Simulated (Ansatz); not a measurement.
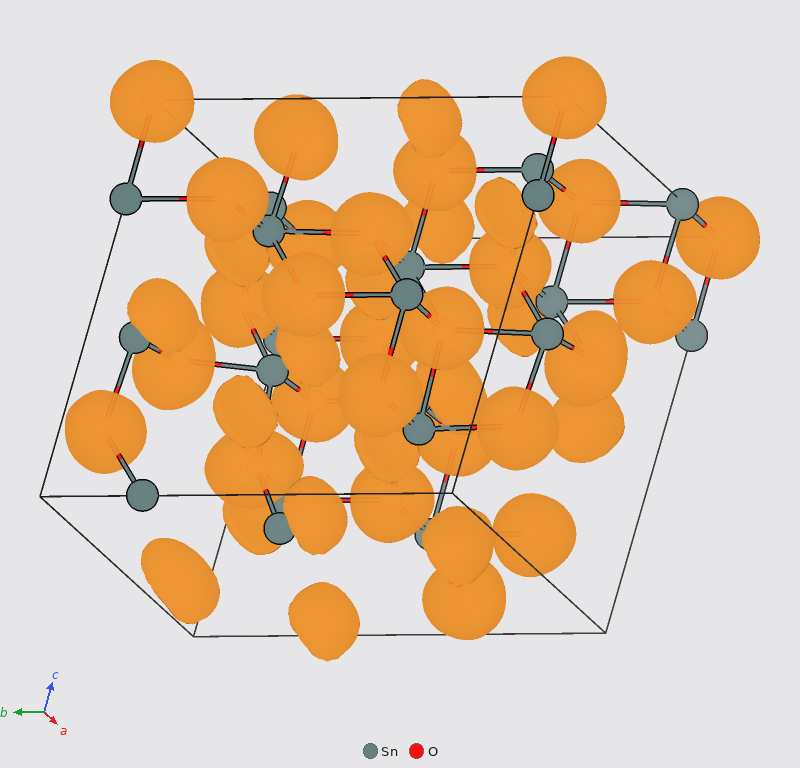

Figure 1: Sn15O16 (cell with a defect). Isosurface of the electron localisation function at 0.6 (orange), seen at an oblique angle. Core shells and regions of very low density are left out. Sticks mark near contacts.

Level of theory: DFT PBE+D3(BJ), scalar-relativistic, plane waves, PAW in Ansatz 0.2.0.

Core electrons are frozen (PAW), and the valence fields are smoothed inside the atomic spheres.

Q: Identify the bonds, lone pairs and shells in this picture.

A: The ELF exceeds this value in 15 lobes on Sn, pointing away from the bonds (lone pairs) and 16 regions wrapped around O (the valence shell of each), counted in one cell of 31 atoms. Any copies at cell faces, edges or corners count once. Profiles from the grid: Sn–O (2.11 Å): the ELF peaks at about 0.80 in the valence shell of O, 0.6 Å from its nucleus, and is about 0.25 at the midpoint (no localised pair shows between them). Sn–O (2.20 Å): the ELF peaks at about 0.85 in the valence shell of O, 0.6 Å from its nucleus, and is about 0.20 at the midpoint: no shared electron pair shows on this line.
